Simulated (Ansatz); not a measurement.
Consider N.

Input file:

```
crystal:
  lattice:
    - [3.5745666249, 0.0, 0.0]
    - [-1.7872833124, 3.142807619, 0.0]
    - [0.0, 0.0, 5.89]
  atoms:
    - { symbol: "N", position: [0.3333333333, 0.6666666667, 0.25], spin: 3.2 }
    - { symbol: "N", position: [0.6666666667, 0.3333333333, 0.75], spin: 3.2 }
basis:
  ecutwfc: 500
kpoints:
  mp_grid: { grid: [6, 6, 4] }
hamiltonian:
  xc: r2scan
scf:
  occupations: { method: gaussian, width: 0.05 }
output:
  forces: true
  stress: true
  eigenvalues: true
  populations: true
  write_density: true
  write_potential: true
  elf: true
  volumetric_format: npy
magnetization:
  spin_polarized: true
```

Launched as:

```sh
ansatz run input.yaml --threads 1 --pin off --max-ram 2560MiB --backend cpu --events-out ev --progress --plain --runs-dir out
```

Below, planes, directions and counts refer to the conventional cell (a = 3.57 Å, b = 6.29 Å, c = 5.89 Å, α = 90.00°, β = 90.00°, γ = 90.00°).

Space group Cmcm; changed on purpose from its base cell (strain -0.0150 x Voigt [1, 0, 0, 0, 0, 0], atoms carried along); spin-polarised.

These are results of DFT r2SCAN, scalar-relativistic, plane waves, PAW in Ansatz 0.2.0, not measurements.

Q: What can the converged valence pseudo-density, electron localisation function and spin density tell about the bonding?

A: N–N (3.57 Å): the density is about 0.01 e/Å³ at the midpoint; the ELF is about 0 at the midpoint; no localised pair shows between them.
The spin density sits on N: +2.9 μB (×4) in one cell of 4 atoms: parallel main moments (a ferromagnetic arrangement) in this solution. The cell of the calculation (2 atoms) carries 6.0 μB of net spin moment.

Q: Does the calculation give a band gap?

A: It is gapped, with a Kohn–Sham gap of 3.9 eV on the k-point mesh (the band edges may lie off the mesh, which would make the gap smaller).

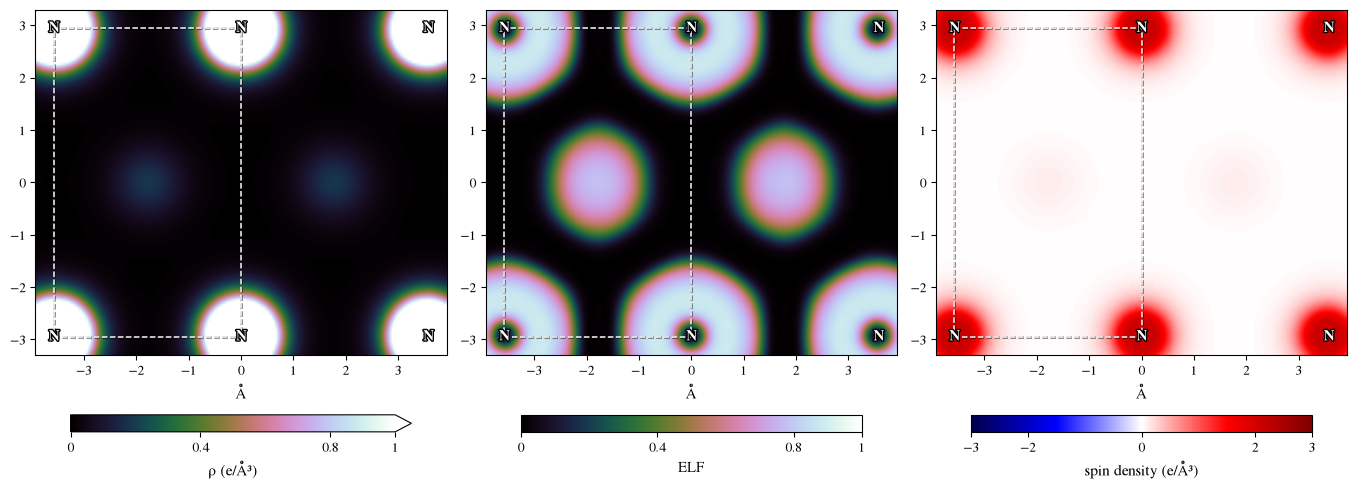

Computed valence pseudo-density, electron localisation function and spin density on the (010) plane of the conventional cell, in this order. 

The density is the valence pseudo-density of a PAW calculation; it isn't the true density close to the nuclei.
